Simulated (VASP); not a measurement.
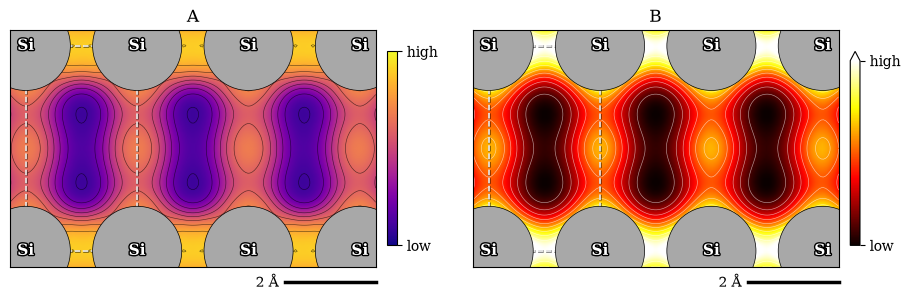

Si: 2 fields on the (110) plane of the conventional cell, with unlabelled colour scales. Grey discs cover the atomic cores.

Space group P6/mmm; a structure from a database of computed crystals, not necessarily the ambient phase; computed pressure about 3 GPa in this cell.

Computed with Kohn-Sham DFT of a periodic cell, PBE, VASP PAW PBE potentials, recommended (VASP).

> The panels show electron localisation function and valence pseudo-density in some order. Assign them.

Panel A: electron localisation function. Panel B: valence pseudo-density. From the grid: Si–Si (2.47 Å): ρ is about 0.46 e/Å³ halfway; the ELF peaks at about 0.90 between the atoms, as expected for a shared electron pair.
